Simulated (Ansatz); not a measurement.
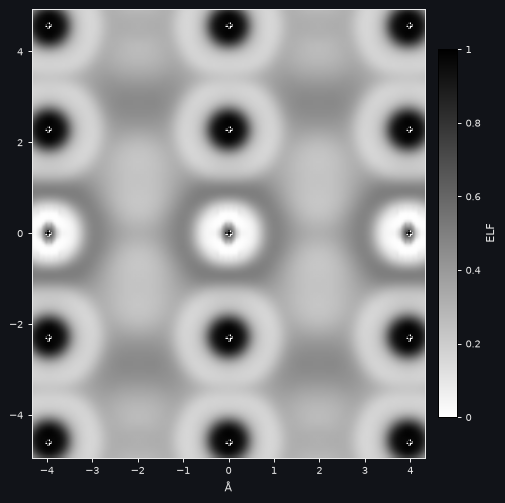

The electron localisation function on a plane through atoms (crosses mark nuclei in the plane).

Method: DFT PBE, scalar-relativistic, plane waves, PAW (Ansatz).

Candidates:
A. MgO, a = 3.34 Å, b = 3.34 Å, c = 11.37 Å, α = 90.00°, β = 90.00°, γ = 120.00°. Space group P6₃mc; a structure from a database of computed crystals, not necessarily the ambient phase; computed pressure about −10 GPa in this cell; PAW files of the earlier set (soft_1).
B. AlNi$_{3}$, a = 3.98 Å, b = 3.98 Å, c = 9.18 Å, α = 90.00°, β = 90.00°, γ = 120.00°. Space group R-3m; a structure from a database of computed crystals, not necessarily the ambient phase; computed pressure about 19 GPa in this cell; computed without spin polarisation; PAW files of the earlier set (soft_1).

### Which system is this?

Candidate B: AlNi$_{3}$ on the (010) plane of the conventional cell, which holds Al and Ni. Al–Ni (2.29 Å): the ELF is about 0.40 at the midpoint. Ni–Ni (2.29 Å): the ELF is about 0.20 at the midpoint (no shared electron pair shows on this line).
